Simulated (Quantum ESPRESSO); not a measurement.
# Energy and gap at +3 % biaxial strain: 1T-MgI2, 1 layer

**Set-up.** Quantum ESPRESSO 7.5 driven by ASE, PBE, GBRV ultrasoft, ESM (bc1); atomic heights clamped; cell area 15.300 Å² at zero strain.

```tsv
strain (%)	energy (meV a cell)	gap on the mesh (eV)
−3	45.74	3.637
−1.5	11.35	3.648
0	0.00	3.650
+1.5	9.02	3.643
```

To predict: What are energy and gap at +3 %, and how stiff is the sheet?

By hand: About zero, E'' = (11.35 + 9.02 − 2 × 0.00)/1.5² = 9.05 meV per %² and E' = (9.02 − 11.35)/3 = −0.78 meV per %. With E = A K ε², where K = (C11 + C22)/2 + C12 (C11 + C12 for a hexagonal sheet), K = 9.05 × 10/(2 × 15.300) × 16.02 = 47 N/m. The parabola gives E(+3 %) = 0.00 + 3 × (−0.78) + 4.5 × 9.05 = 38.4 meV. Continuing the last slope, the gap is 2 × 3.643 − 3.650 = 3.636 eV.

**The withheld run.** E = 36.2 meV and the gap 3.628 eV. The parabola misses by +2.2 meV, too high, since bonds soften under tension. The gap's line misses by +0.008 eV.

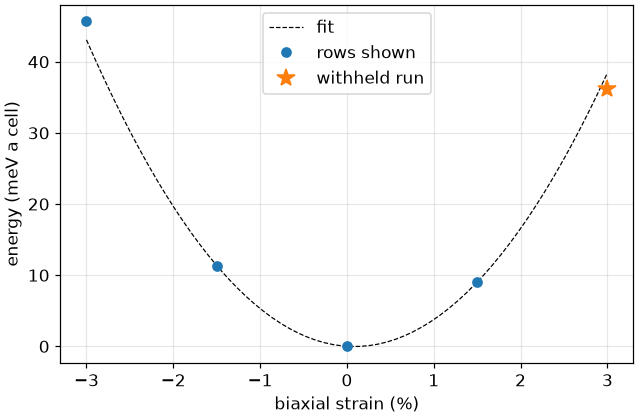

The rows shown, the fit and the withheld run.

**Limits.** Clamped heights stiffen sheets with several planes. Semilocal gap, no spin-orbit coupling.

[Logs are printed without paths, hosts, clocks, repeated set-up lines and the standing remarks that a program may print on its own settings, such as how far it seeks lower states.]
